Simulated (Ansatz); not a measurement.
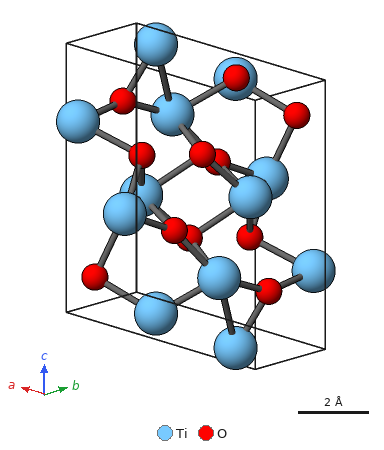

Ball-and-stick drawing of the structure, looking from a general direction. The frame is the conventional unit cell; atoms at its boundary are shown with their periodic copies. Cell: a = 7.814 Å, b = 2.831 Å, c = 8.134 Å, α = 90.00°, β = 90.00°, γ = 90.00°.

State composition, symmetry and coordination.

- The formula is Ti2O3.
- It belongs to space group Pnma (No. 62) and has a primitive orthorhombic lattice.
- The cell has 20 atoms, namely 8 Ti, 12 O.
- Coordination numbers (contacts within bonding distance): Ti 11 and O 4 to 5 (mean 4.7). Not all metal-metal contacts are counted.

Starting structure: a structure listed in the Materials Project. The final geometry of a relaxation with DFT r2SCAN, scalar-relativistic, plane waves, PAW (Ansatz 0.2.0) is shown.
